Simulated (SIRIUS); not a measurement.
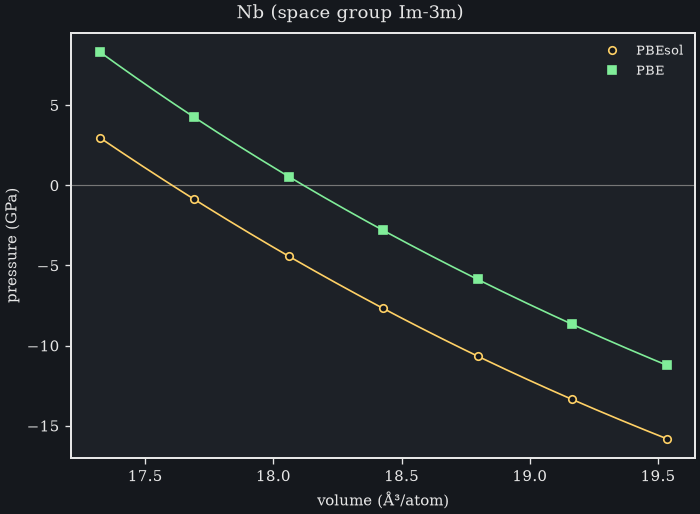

The plot gives the computed pressure against volume, with one curve for each functional, for Nb (space group Im-3m).

Calculation (SIRIUS 7.10.0): plane-wave DFT, no spin polarisation; energies at scaled volumes of the given cell, shape and fractions fixed, counted from the fit's minimum, third-order Birch-Murnaghan fit. All runs: no spin polarisation.

occupations Fermi–Dirac; smearing width 0.05 eV; wave cutoff 1127 eV; density cutoff 4507 eV.

Settings that differ: PBEsol: k mesh 11×11×11, potentials dojo-sr-pbesol-0.4.1-standard; PBE: k mesh 9×9×9, potentials dojo-sr-pbe-0.4.1-standard.

> Order the curves by fitted equilibrium volume, smallest first.

PBEsol 17.609, PBE 18.122 Å³/atom.

> Order the curves by fitted bulk modulus, smallest first.

PBE 170.6, PBEsol 181.3 GPa.

The computed values:

PBEsol:
```tsv
volume (Å³/atom)	pressure (GPa)
17.32	2.98
17.69	-0.87
18.06	-4.42
18.43	-7.68
18.80	-10.66
19.17	-13.36
19.53	-15.81
```

PBE:
```tsv
volume (Å³/atom)	pressure (GPa)
17.32	8.33
17.69	4.25
18.06	0.55
18.43	-2.81
18.80	-5.87
19.17	-8.67
19.53	-11.22
```
